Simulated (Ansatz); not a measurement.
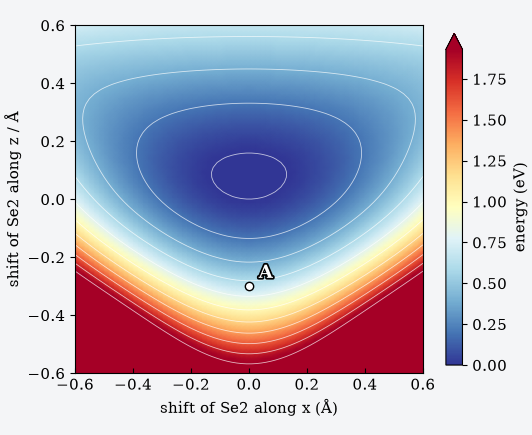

SnSe2 (P-3m1, No. 164; 3 atoms in the cell). Atom Se2 is moved over a plane while all other atoms and the cell stay fixed (its periodic images move with it) (x along [1 0 0], y along [1 2 0], z along [0 0 1] of the conventional cell). First axis: shift of Se2 along x. Second axis: shift of Se2 along z. The grid has 5 × 5 points; 15 points were computed and 10 follow by symmetry. Points are written as (first, second). Energies are in eV per cell, from the lowest grid point. The reference cell is the one listed in the database, not relaxed at this level. Computed with DFT PBE, scalar-relativistic, plane waves, PAW (Ansatz 0.2.0). Settings: cutoff 420 eV, k-mesh 12×12×6 in the order of the run's cell vectors, gaussian smearing 0.05 eV, no spin polarisation.

In the figure: a smooth colour map with a few white contour lines, one colour for all values above the top of the scale, the point A. Between grid points the surface is interpolated.

Q: Which way does the force act at A, and how strong is it?

A: A, at (0.0 Å, −0.3 Å), is not a stationary point. The computed force is 3.7 eV/Å in the plane, pointing up in the picture (components 0.0 and 3.7 eV/Å).
